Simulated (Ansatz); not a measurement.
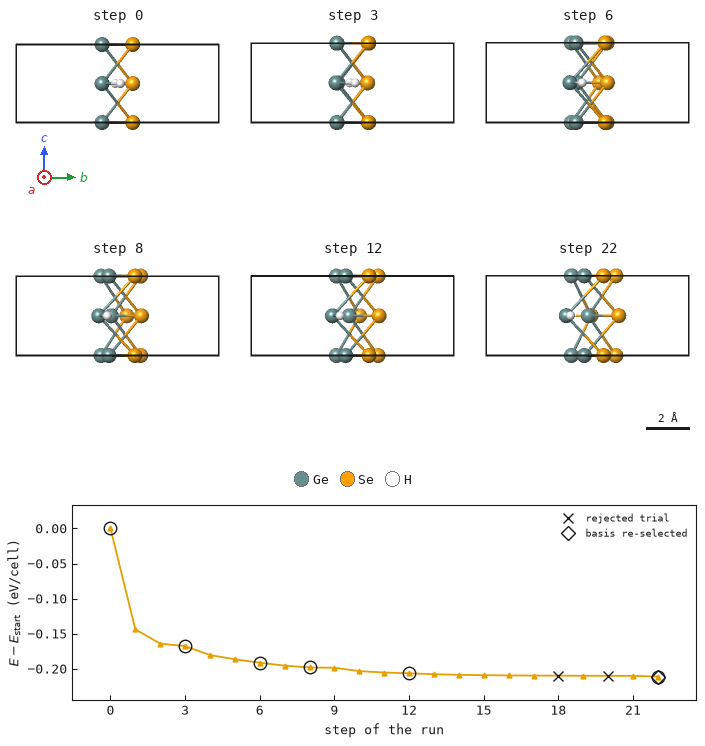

Frames of a relaxation of a wire of composition Ge2HSe2, marked on the history of the run. A ball-and-stick model of the cell of the calculation, with the vacuum cut short, seen along the a axis.

Case: zigzag ribbon, 4 formula units a period, edges capped with H, edge spins opposed.

Method: Ansatz 0.2.0, DFT PBE, scalar-relativistic, plane waves, PAW.

The input:
```yaml
crystal:
  lattice:
    - [22.1, 0.0, 0.0]
    - [0.0, 10.7, 0.0]
    - [0.0, 0.0, 3.6694138038]
  atoms:
    - { symbol: Ge, position: [0.3069681692, 0.4325859159, 0.0] }
    - { symbol: Ge, position: [0.4507602765, 0.4325859159, 0.5] }
    - { symbol: Ge, position: [0.5945523838, 0.4325859159, 0.0] }
    - { symbol: Ge, position: [0.7383444911, 0.4325859159, 0.5], spin: -1.0 }
    - { symbol: Se, position: [0.2590374668, 0.5674140841, 0.5], spin: 1.0 }
    - { symbol: Se, position: [0.4028295741, 0.5674140841, 0.0] }
    - { symbol: Se, position: [0.5466216814, 0.5674140841, 0.5] }
    - { symbol: Se, position: [0.6904137887, 0.5674140841, 0.0] }
    - { symbol: H, position: [0.7959414171, 0.513595453, 0.5] }
    - { symbol: H, position: [0.2040585829, 0.4900867987, 0.5] }
basis:
  ecutwfc: 420
kpoints:
  mp_grid: { grid: [1, 1, 15] }
hamiltonian:
  xc: pbe
scf:
  occupations: { method: gaussian, width: 0.05 }
output:
  forces: true
  stress: true
  eigenvalues: true
  populations: true
  write_density: true
  write_potential: true
  elf: true
  volumetric_format: npy
magnetization:
  spin_polarized: true
relax:
  adjacent_minimum: "off"
  f_tol: 0.02
  max_steps: 45
  cell: { fix: [a, b, alpha, beta, gamma], stress_tol: 0.03 }
```

Run as
```bash
ansatz run input.yaml --threads 4 --pin off --max-ram 11264MiB --backend cpu --events-out ev --progress --plain --runs-dir out
```

What happens along the run?

The atom that moves furthest relative to the centre of the atoms is H10 (1.09 Å). Largest moves by element: H 1.09 Å, Ge 0.80 Å, Se 0.75 Å. Along the periodic axis the drawn cell goes c 3.669 → 3.749 Å (+2.2 %). Near-neighbour distances that change, for instance: Ge2–Se7 2.563 → 2.470 Å, Ge3–Se8 2.563 → 2.484 Å, Ge1–Se6 2.563 → 2.494 Å, Ge1–Se5 2.563 → 2.632 Å. Bond angles that change, for instance: Ge1–Se6–Ge2 91.4° → 81.4°, Ge2–Se7–Ge3 91.4° → 85.3°, Se6–Ge2–Se7 91.4° → 96.3°. After 19 accepted moves (22 points after the start) the energy has fallen by 0.211 eV per cell of the calculation. Largest force component: 0.88 eV/Å at the start, 0.0099 eV/Å at the end. The line search rejected the trial steps at points 18, 20 of the run. At 1 point the geometry stayed and the basis and grid were re-selected for the new cell (energy shift of 1.1 meV per cell of the calculation at most each time). The program noted that the starting moments weren't kept. From step 0 to 3: Ge4 moves most (0.18 Å), energy −0.168 eV per cell of the calculation. From step 3 to 6: H9 moves most (0.38 Å), energy −23.6 meV per cell of the calculation. From step 6 to 8: H10 moves most (0.28 Å), energy −6.8 meV per cell of the calculation. From step 8 to 12: H10 moves most (0.19 Å), energy −8.3 meV per cell of the calculation. From step 12 to 22: H10 moves most (0.32 Å), energy −4.8 meV per cell of the calculation.
